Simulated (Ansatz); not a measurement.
## Electronic structure of AlN (slab) in real space

```
CELL_PARAMETERS angstrom
3.21843 0.00000 0.00000
-1.60921 2.78724 0.00000
0.00000 0.00000 33.22695
ATOMIC_POSITIONS crystal
N 0.14812 0.85188 0.58299
Al 0.81481 0.18519 0.58585
N 0.81477 0.18523 0.64915
Al 0.14810 0.85190 0.64857
N 0.14809 0.85191 0.71374
Al 0.81476 0.18524 0.71432
N 0.81476 0.18524 0.77991
Al 0.14809 0.85191 0.77703
```

Computed with DFT PBE, scalar-relativistic, plane waves, PAW (Ansatz 0.2.0).

In a PAW calculation such maps are meaningful between the atoms, not at the nuclei.

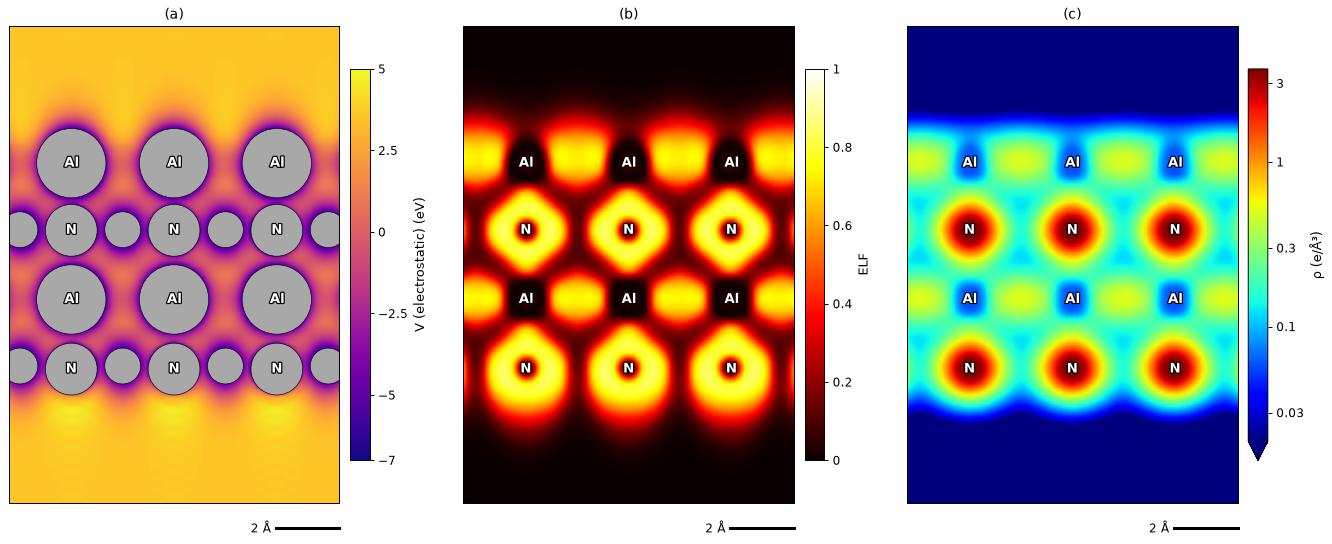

Figure 1. (a) electrostatic potential energy of an electron; (b) ELF; (c) valence electron density on the (100) plane of the calculation cell, a cut from vacuum to vacuum. Grey discs cover the atomic cores in the potential map.

Question: What does the map show?

Answer: Atoms in the plane: N and Al. Atoms just off the plane (Al, 0.9 Å away and N, 0.9 Å away) can leave unmarked features too. Al–N (2.10 Å): ρ is about 0.45 e/Å³ halfway; the ELF peaks at about 0.85 in the valence shell of N, 0.7 Å from its nucleus, and is about 0.75 at the midpoint. The density dies away to nearly zero in the vacuum.

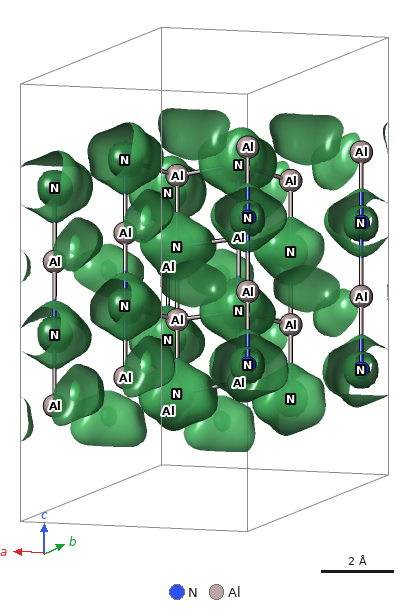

Figure 2. Isosurface of the electron localisation function at 0.75 (green), seen at an oblique angle. Only the valence region is drawn (cores and ρ < 0.01 e/Å³ removed). Sticks mark near contacts.

Question: Identify the bonds, lone pairs and shells in this picture.

Answer: At this value the surface marks out four regions on N in which the atom's valence shell and bonds are merged, counted in one cell of 8 atoms. Counts are for one cell; the picture repeats the cell along the surface. Along the contacts the grid gives the following. Al–N (1.86 Å): the ELF peaks at about 0.90 in the valence shell of N, 0.7 Å from its nucleus, and is about 0.85 at the midpoint.

Question: Does the calculation give a band gap?

Answer: It is gapped, with a Kohn–Sham gap of 3.5 eV on the k-point mesh (the band edges may lie off the mesh, which would make the gap smaller).
